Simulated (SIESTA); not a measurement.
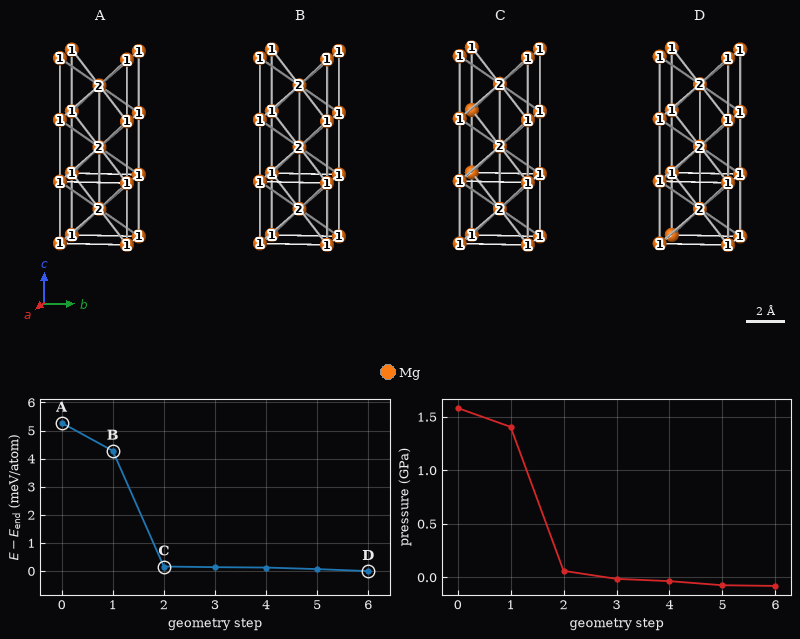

Frames of a relaxation of solid Mg (set up in I4/mmm), marked on the history of the run. Style: ball-and-stick. Shown: the cell of the calculation, repeated 1 × 1 × 3 with one cell outlined, slightly off an axis.

The run lets cell and atoms move.

Theory: Kohn-Sham DFT of a periodic cell, PBE with D4, PseudoDojo 0.4 standard NC, numerical atomic orbitals (SIESTA 5.4.2).

Input
```python
from ase.io import read
from ase.calculators.siesta import Siesta
from ase.units import Ry, GPa
from ase.calculators.mixing import SumCalculator
from dftd4.ase import DFTD4
from ase.optimize import BFGS
from ase.filters import FrechetCellFilter

atoms = read("Mg.cif")

fdf = {
    'SCFMustConverge': False,
    'OccupationFunction': 'FD',
    'ElectronicTemperature': '0.05 eV',
    'MaxSCFIterations': '120',
    'SCF.Mixer.Method': 'Pulay',
    'SCF.Mixer.Weight': '0.25',
    'SCF.Mixer.History': '8',
    'SCF.DM.Tolerance': '5.0e-05',
    'SCF.H.Tolerance': '1.0e-03 eV',
    'WriteForces': 'true',
    'Charge.Mulliken': 'end',
}
calc = Siesta(
    label="Mg",
    command="siesta < PREFIX.fdf > PREFIX.out",
    pseudo_path="pseudos",
    pseudo_qualifier="",
    xc=('GGA', 'PBE'),
    basis_set="DZP",
    mesh_cutoff=800 * Ry,
    energy_shift=0.002 * Ry,
    kpts=[7, 7, 8],
    spin="non-polarized",
    fdf_arguments=fdf,
)
disp = DFTD4(method="PBE")
atoms.calc = SumCalculator([calc, disp])

opt = BFGS(FrechetCellFilter(atoms), trajectory="relax.traj")
converged = opt.run(fmax=0.02, steps=40)
print("converged:", converged)
print("cell (A):", atoms.cell.cellpar().round(5))
print("scaled positions:")
print(atoms.get_scaled_positions().round(6))
print(f"energy = {atoms.get_potential_energy():.6f} eV")
free = (calc.get_potential_energy(atoms, force_consistent=True) + disp.get_potential_energy(atoms))
print(f"free energy = {free:.6f} eV")
print("forces (eV/A):")
print(atoms.get_forces(apply_constraint=False).round(6))
print("stress (GPa, Voigt order, tension positive):", (atoms.get_stress() / GPa).round(4))
```

Command:
```bash
python run.py
```

**What happens along the run?**

The atoms keep their places relative to the cell (all moves are under 0.005 Å). The drawn cell changes as follows: a = b 3.672 → 3.748 Å (+2.1 %), c 3.359 → 3.389 Å (+0.9 %); the volume changes by +5.1 %. Some distances before and after: Mg1–Mg2 3.092 → 3.145 Å, Mg1–Mg1 3.359 → 3.389 Å. The space group stays I4/mmm (No. 139). Over 6 geometry steps the energy falls by 5.3 meV per atom. All forces vanish by symmetry, so only the cell relaxes. Pressure: 1.58 GPa at the start and −0.08 GPa at the end. From step 0 to 1: volume +0.5 %, energy −1.0 meV per atom. From step 1 to 2: volume +4.1 %, energy −4.1 meV per atom. From step 2 to 6: volume +0.5 %, energy −0.2 meV per atom.

| step | E − E(0), meV/atom | pressure, GPa | volume, Å³/atom |
| --- | --- | --- | --- |
| 0 | 0.00 | 1.58 | 22.644 |
| 1 | -0.99 | 1.41 | 22.753 |
| 2 | -5.11 | 0.06 | 23.690 |
| 3 | -5.13 | -0.01 | 23.749 |
| 4 | -5.15 | -0.03 | 23.765 |
| 5 | -5.20 | -0.07 | 23.795 |
| 6 | -5.28 | -0.08 | 23.799 |
